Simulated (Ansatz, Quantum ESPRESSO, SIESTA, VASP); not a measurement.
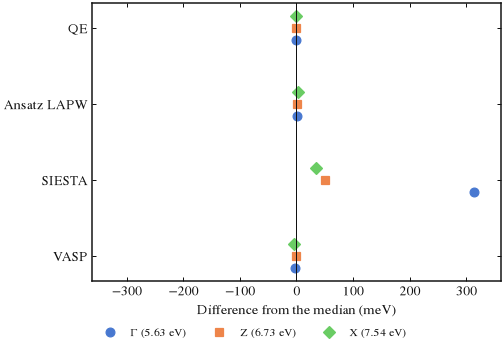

Lowest conduction level at each named k point, counted from the valence-band top at Γ, for SiO$_{2}$, space group P1, 12 atoms in the cell, atoms moved at random, drawn with an rms of 0.05 Å; a = 4.98 Å, b = 4.98 Å, c = 6.96 Å, α = 90.00°, β = 90.00°, γ = 90.00°. Four programs ran PBE (no spin polarisation, no spin-orbit coupling) on the same cell and 6×6×4 k mesh. The plot shows each result less the median of the plane-wave and all-electron runs, which the legend gives. In reduced coordinates of the cell that was run, Z is (0, 0, 0.5) and X is (0, 0.5, 0). The cell is at 7 GPa in VASP.

### What spread should one expect between these programs?

The plane-wave and all-electron programs (VASP, Ansatz LAPW and Quantum ESPRESSO) agree within 6 meV at these points. SIESTA departs by up to +314 meV (at Γ).

| program | kind | valence electrons | Γ (eV) | Z (eV) | X (eV) |
| --- | --- | --- | --- | --- | --- |
| VASP | plane waves | 64 | 5.625 | 6.731 | 7.537 |
| SIESTA | local basis | 64 | 5.942 | 6.783 | 7.575 |
| Ansatz LAPW | all-electron | – | 5.629 | 6.733 | 7.543 |
| Quantum ESPRESSO | plane waves | 64 | 5.628 | 6.732 | 7.541 |

Settings. VASP PAW PBE potentials, release 64 (Si, O), 520 eV cutoff, Fermi-Dirac smearing of 0.05 eV (VASP). PseudoDojo 0.4 standard (PBE files), DZP (energy shift 0.003 Ry) basis, Fermi-Dirac smearing of 0.05 eV (SIESTA 5.4.2). all-electron LAPW, Fermi-Dirac smearing of 0.05 eV (Ansatz 0.2.0). SSSP 1.3 efficiency PBE, 748 eV cutoff, Fermi-Dirac smearing of 0.05 eV (Quantum ESPRESSO).

The cell was measured hot, at 340 K. LDA, GGA and most meta-GGA functionals understate gaps. SIESTA: the basis of atomic orbitals isn't converged, which shifts gaps and empty levels.
